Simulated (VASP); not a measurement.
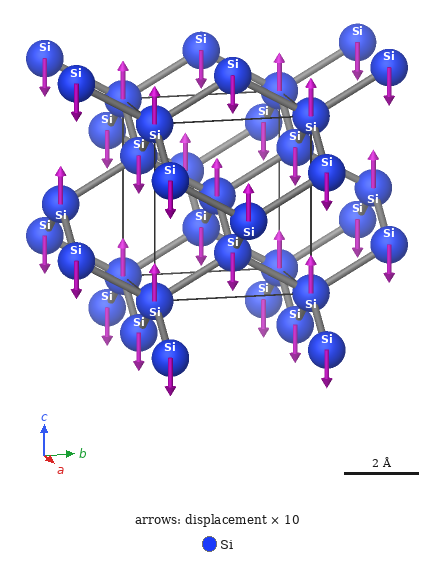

A relaxation of a crystal of Si (a generated structure, set up in Imma). The starting structure is drawn; purple arrows show the displacements (the part carried along by the change of the cell is left out), magnified 10 times.

A ball-and-stick model of the cell of the calculation, reduced to other axes, seen slightly off an axis. Lengths and directions refer to the drawn axes.

The run lets cell and atoms move.

The calculation used Kohn-Sham DFT of a periodic cell, LDA, VASP PAW LDA potentials, recommended (VASP 6.6.1).

The input:
```
SYSTEM = Si
ALGO     = Normal         ! electronic algorithm
EDIFF    = 1E-6           ! SCF threshold, eV
EDIFFG   = -0.01          ! ionic threshold
ENCUT    = 600            ! plane-wave cutoff, eV
GGA      = CA             ! functional
IBRION   = 2              ! ionic algorithm
ISIF     = 3              ! what is computed and relaxed
ISMEAR   = 0              ! smearing method
LASPH    = .TRUE.         ! aspherical terms in the spheres
LATTICE_CONSTRAINTS= .FALSE. .FALSE. .TRUE.
LCHARG   = .FALSE.        ! write CHGCAR
LREAL    = .FALSE.        ! projectors in reciprocal space
LWAVE    = .FALSE.        ! write WAVECAR
NELM     = 60             ! most SCF steps
NSW      = 60             ! ionic steps
PREC     = Accurate       ! precision mode
SIGMA    = 0.02           ! smearing width, eV
```

Command:
```bash
cat potpaw_LDA.64/Si/POTCAR > POTCAR
mpirun -np 1 vasp_std > vasp.out
```

**What happened in the run?**

Over 9 geometry steps the energy falls by 240 meV per atom. The largest force component goes from 3.3 to 0.0021 eV/Å. The pressure goes from 11.81 to 9.89 GPa. The largest moves relative to the cell, 0.11 Å, are those of Si atoms. The volume changes by −5.0 %, with a unchanged at 3.464 Å, b 4.369 → 4.148 Å (−5.0 %), c unchanged at 4.899 Å. Near-neighbour distances that change, for instance: Si–Si 2.504 → 2.308 Å, Si–Si 2.121 → 2.251 Å. Among the angles between lasting bonds that change: Si–Si–Si 109.5° → 100.6°, Si–Si–Si 121.4° → 128.0°. The space group stays Imma (No. 74). It ran on 1 thread of Intel(R) Xeon(R) Platinum 8259CL CPU @ 2.50GHz (Skylake/Cascade Lake), on a shared host.
